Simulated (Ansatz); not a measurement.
**GaSb: geometry relaxation (part 1 of 2)**

- system: GaSb (2 atoms in the cell)
- method: DFT, PBE, plane waves, PAW, no spin polarisation (Ansatz 0.2.0)

The structure was built on a prototype by a generator. Figures and captions count atoms from 1; the log counts them from 0 in places.

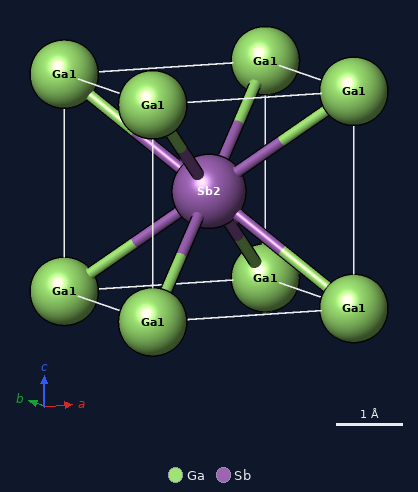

Figure 1. The starting structure (ball-and-stick view of the cell of the calculation, seen slightly off an axis; atoms are numbered from 1 in the order of the input). An atom can appear more than once, as a periodic image. Near neighbours in the periodic cell (some may lie outside the picture): Ga has 8 Sb at 2.92 Å; Sb has 8 Ga at 2.92 Å.

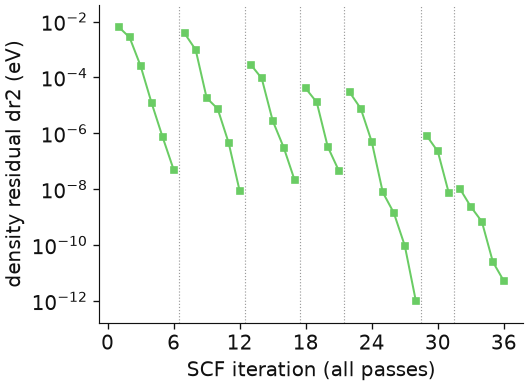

Figure 2. Convergence of the self-consistent field: density residual dr2 against the SCF iteration. The dotted lines part the SCF passes of the relaxation: geometry steps, rejected trials and re-solves on a re-selected basis. The 7 passes take 3 to 7 iterations each, 36 in all.

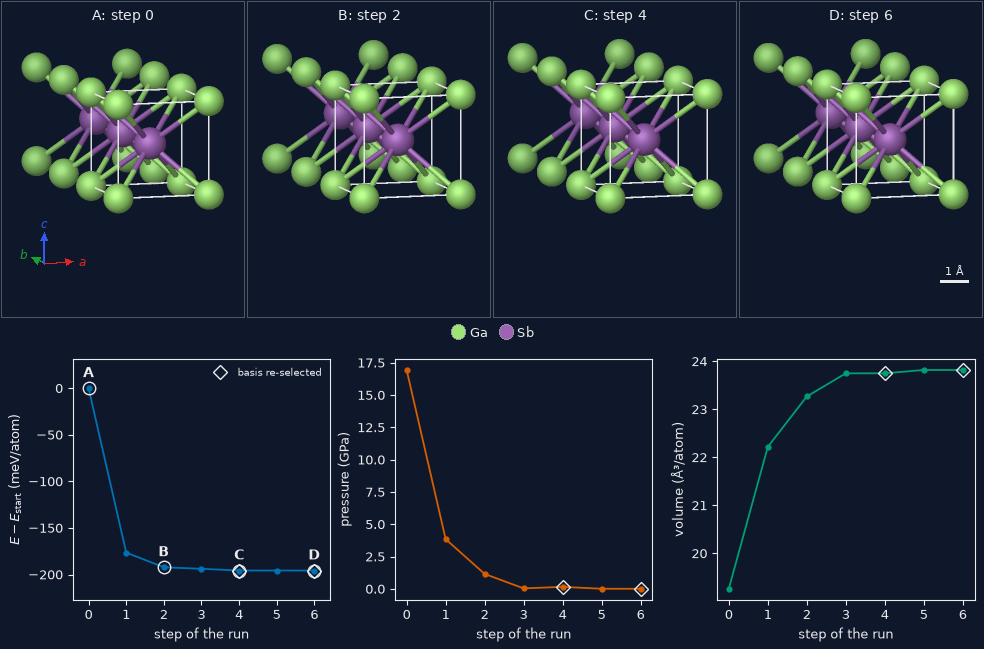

Figure 3. Frames of the relaxation (ball-and-stick view of the cell of the calculation, repeated 1 × 3 × 1, seen slightly off an axis) above the curves, on which the letters mark them (the first geometry is step 0 here and step 1 in the log).

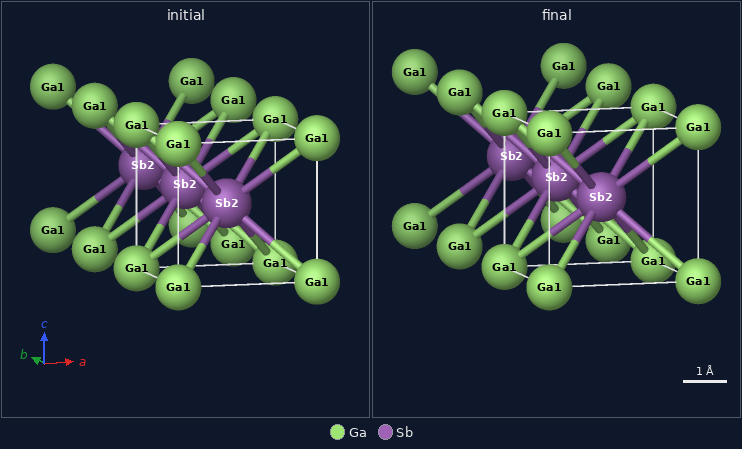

Figure 4. Before (left) and after (right) the relaxation, at one scale (ball-and-stick view of the cell of the calculation, repeated 1 × 3 × 1, seen slightly off an axis). The atoms keep their places relative to the cell (all moves are under 0.005 Å). Cell: a = b = c 3.377 → 3.625 Å (+7.3 %). Volume +23.7 %. Among the contacts that change: Ga1–Sb2 2.925 → 3.139 Å. The space group stays Pm-3m (No. 221). After 4 geometry steps the energy has fallen by 196 meV per atom. All forces vanish by symmetry, so only the cell relaxes. The pressure goes from 16.94 to 0.01 GPa. 1 further SCF at an unchanged geometry re-selected the plane-wave basis for the new cell. The energy change given includes the shifts at the re-selections in mid-walk, which come without any move. A last SCF at the same geometry on a re-selected plane-wave basis shifts the energy by next to nothing (0.0 meV per atom). (Atoms are counted from 1 in the order of the input.)

These pictures come from the run below.

Input
```yaml
crystal:
  lattice:
    - [3.3773743671, 0.0, 0.0]
    - [0.0, 3.3773743671, 0.0]
    - [0.0, 0.0, 3.3773743671]
  atoms:
    - { symbol: Ga, position: [0.0, 0.0, 0.0] }
    - { symbol: Sb, position: [0.5, 0.5, 0.5] }
kpoints:
  mp_grid: { grid: [8, 8, 8] }
hamiltonian:
  xc: pbe
scf:
  occupations: { method: fermi_dirac, width: 0.02 }
relax:
  f_tol: 0.005
  cell: {}
```

Launch command:
```bash
ansatz run input.yaml --threads 2 --pin off --max-ram 2211MiB --backend cpu --events-out ev --progress --plain --runs-dir out
```

Log
```
Engine: ansatz 0.2.0, aarch64-unknown-linux-gnu
Pseudopotentials: kind: paw
Pseudopotential: Ga, paw, valence charge 13, recommended cutoff 420 eV (normal), Ga.paw.azcp
Pseudopotential: Sb, paw, valence charge 15, recommended cutoff 420 eV (normal), Sb.paw.azcp
Functional definition: PBE
  parameter kappa = 0.804
  parameter beta = 0.06672455060314922
  exchange = pbe_x(kappa = kappa, mu = beta*pi^2/3)
  correlation = pbe_c(beta = beta)
Crystal: 2 atoms, lattice volume = 38.525 Å³
Basis set: ecut = 420 eV, 739 PW (Γ), exchange–correlation on 48×48×48 points (8 copies of the dense FFT grid, shifted against one another)
Bands: 18, of which v1, the nominal top of the filled ones, is band 14 counted from 1 (13 counted from 0)
Symmetry: 48 space group operations
Space group: Pm-3m (ITA 221), of the structure as read, at distance tolerance 3.4e-5 Å
k-points: 35 of 512
Non-local potential: Ga, projectors of the file, l = 0: 2, l = 1: 2, l = 2: 3, l = 3: 1
Non-local potential: Sb, projectors of the file, l = 0: 2, l = 1: 2, l = 2: 2, l = 3: 2
PAW form: soft (Blöchl's): semilocal exchange-correlation on the pseudo side does not see the compensation charge
PAW one-centre angular grid: Ga, 590 points (default); XC on 64 Gauss nodes
PAW one-centre angular grid: Sb, 590 points (default); XC on 64 Gauss nodes
Initial density: superposition of atomic densities (neutral atoms: chi_scale 0, normalization atom), corrected by the library's trained network
Initial wavefunctions: pseudopotential atomic-orbital guess
Functional: x = pbe(κ = 0.804, μ = 0.2195149727645171), c = pbe(β = 0.06672455060314922)
SCF iter   1: F=—  HF=-10266.839025 eV  |F-HF|=—  |Δ(HF+E_count)|=         —  Δρ=3.01e-3  dr2=6.45e-3  ethr=1.77e-3  ⟨swp⟩=6.3  Hψ=6942  notcnv=0
automatic band count: the SCF goes on with 22 bands, as 18 were too few: the levels above may hold too much charge
preconditioner: auto → none  [metal: Δε(μ)=0.014 eV  Ē_g=25.441 eV  σ=0.020 eV  W_gap=0.17  n_scr=6 (ndim 8)  ℏωp=31.7 eV  f_vac=0.000  D(μ)=2.27/eV (n_scr^D=26)  sad-step TF]
SCF iter   2: F=—  HF=-10266.837097 eV  |F-HF|=—  |Δ(HF+E_count)|=   1.93e-3  Δρ=1.85e-3  dr2=2.69e-3  ethr=2.30e-5  ⟨swp⟩=1.9  Hψ=1176  notcnv=0  defer=73
SCF iter   3: F=—  HF=-10266.836557 eV  |F-HF|=—  |Δ(HF+E_count)|=   5.40e-4  Δρ=9.52e-4  dr2=2.56e-4  ethr=9.59e-6  ⟨swp⟩=2.1  Hψ=1172  notcnv=0  defer=73
SCF iter   4: F=—  HF=-10266.836353 eV  |F-HF|=—  |Δ(HF+E_count)|=   2.04e-4  Δρ=2.05e-4  dr2=1.21e-5  ethr=9.16e-7  ⟨swp⟩=2.0  Hψ=1119  notcnv=0  defer=73
SCF iter   5: F=—  HF=-10266.836342 eV  |F-HF|=—  |Δ(HF+E_count)|=   1.08e-5  Δρ=5.39e-5  dr2=7.27e-7  ethr=4.31e-8  ⟨swp⟩=2.1  Hψ=1144  notcnv=0  defer=73
SCF iter   6: F=-10266.836342 eV  HF=-10266.836342 eV  |F-HF|=6.07e-8  |Δ(HF+E_count)|=   4.71e-7  Δρ=1.13e-5  dr2=4.98e-8  ethr=3.57e-10  ⟨swp⟩=4.8  Hψ=2375  notcnv=0
SCF 1 converged in 6 iterations: F = -10266.836342 eV  dr2 = 4.98e-8
  greatest PAW one-centre occupation: 0.996 electrons in one spin orbital (limit 2), on the Sb atom at site 1 (counted from 0), in its partial waves of l = 2
relax step   1: F+E_penalty+E_count = -10266.83634221 eV  Δ(F+E_penalty+E_count) = +0.000e0 eV  max|allowed force component| = 2.613e-29 eV/Å  Δτ_max = 0.0000 Å  P = +16.942 GPa  Ω = 38.525 Å³  (6 SCF iters, dr2 threshold 1.00e-7 eV, accepted)
Crystal: 2 atoms, lattice volume = 44.438 Å³
Basis set: ecut = 420 eV, 895 PW (Γ), exchange–correlation on 48×48×48 points (8 copies of the dense FFT grid, shifted against one another)
Bands: 22, of which v1, the nominal top of the filled ones, is band 14 counted from 1 (13 counted from 0)
Initial density: handed on by an earlier stage of this run
Initial wavefunctions: those handed on with the density
iter 1 solved again at ethr=1.25e-5 eV; its pass at ethr=3.10e-3 eV (dr2=3.49e-3 eV) is discarded
SCF iter   1: F=—  HF=-10267.189776 eV  |F-HF|=—  |Δ(HF+E_count)|=         —  Δρ=2.96e-3  dr2=3.75e-3  ethr=1.25e-5  ⟨swp⟩=2.7  Hψ=5894  notcnv=0
preconditioner: auto → Resta (q_TF=auto, 2.526 Å⁻¹)  ε∞=2.4  [insulator: Δε(μ)=0.087 eV  Ē_g=24.606 eV  σ=0.020 eV  W_gap=0.68  n_scr=18 (ndim 8)  ℏωp=29.5 eV  f_vac=0.000  D(μ)=2.98/eV (n_scr^D=26)  ε∞_Penn≈2.4]
SCF iter   2: F=—  HF=-10267.189249 eV  |F-HF|=—  |Δ(HF+E_count)|=   5.27e-4  Δρ=1.72e-3  dr2=9.77e-4  ethr=1.25e-5  ⟨swp⟩=2.0  Hψ=1010  notcnv=0
SCF iter   3: F=—  HF=-10267.189245 eV  |F-HF|=—  |Δ(HF+E_count)|=   4.26e-6  Δρ=2.26e-4  dr2=1.84e-5  ethr=3.49e-6  ⟨swp⟩=2.7  Hψ=1084  notcnv=0
SCF iter   4: F=—  HF=-10267.189242 eV  |F-HF|=—  |Δ(HF+E_count)|=   3.28e-6  Δρ=1.83e-4  dr2=7.51e-6  ethr=6.56e-8  ⟨swp⟩=3.1  Hψ=1361  notcnv=0
SCF iter   5: F=—  HF=-10267.189237 eV  |F-HF|=—  |Δ(HF+E_count)|=   4.74e-6  Δρ=4.57e-5  dr2=4.51e-7  ethr=2.68e-8  ⟨swp⟩=2.0  Hψ=1053  notcnv=0
SCF iter   6: F=-10267.189237 eV  HF=-10267.189237 eV  |F-HF|=3.25e-9  |Δ(HF+E_count)|=   1.59e-7  Δρ=5.66e-6  dr2=8.51e-9  ethr=7.14e-10  ⟨swp⟩=4.1  Hψ=2387  notcnv=0
SCF 2 converged in 6 iterations: F = -10267.189237 eV  dr2 = 8.51e-9
relax step   2: F+E_penalty+E_count = -10267.18923693 eV  Δ(F+E_penalty+E_count) = -3.529e-1 eV  max|allowed force component| = 2.235e-30 eV/Å  Δτ_max = 0.0000 Å  P = +3.852 GPa  Ω = 44.438 Å³  energy of the carried Pulay correction = -1.913e-3 eV  (6 SCF iters, dr2 threshold 2.00e-7 eV, accepted)
Crystal: 2 atoms, lattice volume = 46.536 Å³
Basis set: ecut = 420 eV, 925 PW (Γ), exchange–correlation on 48×48×48 points (8 copies of the dense FFT grid, shifted against one another)
iter 1 solved again at ethr=9.81e-7 eV; its pass at ethr=3.10e-3 eV (dr2=2.75e-4 eV) is discarded
SCF iter   1: F=—  HF=-10267.220727 eV  |F-HF|=—  |Δ(HF+E_count)|=         —  Δρ=9.84e-4  dr2=2.89e-4  ethr=9.81e-7  ⟨swp⟩=3.3  Hψ=5689  notcnv=0
preconditioner: auto → Resta (q_TF=auto, 2.507 Å⁻¹)  ε∞=2.7  [insulator: Δε(μ)=0.051 eV  Ē_g=17.627 eV  σ=0.020 eV  W_gap=0.55  n_scr=18 (ndim 8)  ℏωp=23.1 eV  f_vac=0.000  D(μ)=2.20/eV (n_scr^D=18)  ε∞_Penn≈2.7]
SCF iter   2: F=—  HF=-10267.220712 eV  |F-HF|=—  |Δ(HF+E_count)|=   1.55e-5  Δρ=5.88e-4  dr2=9.29e-5  ethr=9.81e-7  ⟨swp⟩=1.0  Hψ=770  notcnv=0
SCF iter   3: F=—  HF=-10267.220715 eV  |F-HF|=—  |Δ(HF+E_count)|=   3.47e-6  Δρ=9.18e-5  dr2=2.80e-6  ethr=3.32e-7  ⟨swp⟩=2.0  Hψ=1033  notcnv=0
SCF iter   4: F=—  HF=-10267.220712 eV  |F-HF|=—  |Δ(HF+E_count)|=   3.15e-6  Δρ=3.08e-5  dr2=3.09e-7  ethr=9.99e-9  ⟨swp⟩=3.1  Hψ=1331  notcnv=0
SCF iter   5: F=-10267.220712 eV  HF=-10267.220712 eV  |F-HF|=8.74e-9  |Δ(HF+E_count)|=   1.37e-7  Δρ=8.38e-6  dr2=2.05e-8  ethr=7.14e-10  ⟨swp⟩=4.0  Hψ=2375  notcnv=0
SCF 3 converged in 5 iterations: F = -10267.220712 eV  dr2 = 2.05e-8
relax step   3: F+E_penalty+E_count = -10267.22071243 eV  Δ(F+E_penalty+E_count) = -3.148e-2 eV  max|allowed force component| = 4.807e-30 eV/Å  Δτ_max = 0.0000 Å  P = +1.158 GPa  Ω = 46.536 Å³  energy of the carried Pulay correction = -2.528e-3 eV  (5 SCF iters, dr2 threshold 2.00e-7 eV, accepted)
Crystal: 2 atoms, lattice volume = 47.501 Å³
iter 1 solved again at ethr=1.21e-7 eV; its pass at ethr=3.10e-3 eV (dr2=3.38e-5 eV) is discarded
```
